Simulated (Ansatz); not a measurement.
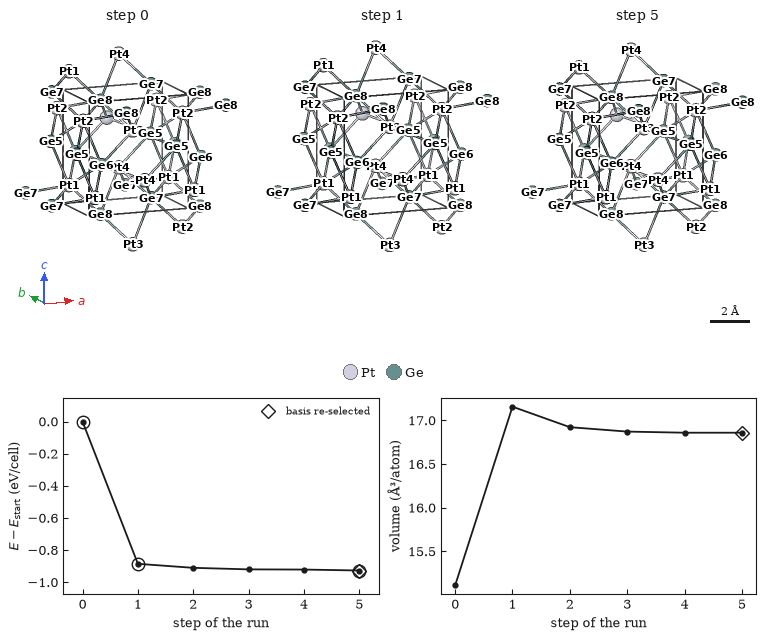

Frames of a relaxation of a crystal of GePt (a generated structure, set up in Pnma) (coarse preliminary run), marked on the history of the run. The picture is a ball-and-stick view of the cell of the calculation, seen slightly off an axis.

Case: Ni → Pt on all its sites, cell and atoms relaxed.

All numbers below come from DFT PBE, scalar-relativistic, plane waves, PAW (Ansatz). (plane-wave cutoff 420 eV; k-point mesh 4 × 6 × 4; occupations gaussian; smearing width 0.1 eV; no spin polarisation; cell and atoms relaxed; force threshold 0.05 eV/Å; at most 60 steps)

Question: Describe the path.

Answer: Over 4 accepted moves (5 points after the start) the energy falls by 0.926 eV per cell of the calculation. The largest force component goes from 0.67 to 0.017 eV/Å. Pressure: 22.84 GPa at the start and 0.00 GPa at the end. The SCF was repeated once at an unchanged geometry on a basis and grid sized afresh for the cell, which shifted the energy by 5.9 meV per cell of the calculation at most. The largest moves relative to the cell, 0.047 Å, are those of Pt1, Pt2, Pt3 and Pt4. Pt2 goes along [−3 0 −1]. Largest moves by element: Pt 0.047 Å, Ge 0.023 Å. Cell: a 5.572 → 5.831 Å (+4.6 %), b 3.594 → 3.744 Å (+4.2 %), c 6.036 → 6.178 Å (+2.3 %). Volume +11.6 %. Some distances before and after: Pt1–Ge7 2.549 → 2.707 Å, Pt1–Ge8 2.431 → 2.509 Å, Pt1–Ge5 2.608 → 2.676 Å, Pt1–Ge6 2.493 → 2.551 Å. Bond angles that change, for instance: Ge6–Pt1–Ge6 92.2° → 94.4°, Pt1–Ge6–Pt1 92.2° → 94.4°, Ge7–Pt1–Ge7 89.7° → 87.5°. The space group stays Pnma (No. 62). From step 0 to 1: Pt atoms move most (0.03 Å), volume +13.5 %, energy −0.885 eV per cell of the calculation. From step 1 to 5: Ge atoms move most (0.03 Å), volume −1.7 %, energy −41.6 meV per cell of the calculation.

```csv
step,"E − E(0), meV/atom","largest force component, eV/Å","pressure, GPa","volume, Å³/atom",note
0,0.00,0.6692,22.84,15.111,
1,-110.60,0.1102,-2.56,17.158,
2,-113.72,0.1102,-0.66,16.923,
3,-114.92,0.0539,-0.10,16.873,
4,-115.07,0.0171,-0.01,16.860,
5,-115.80,0.0173,0.00,16.860,"same geometry, new basis"
```
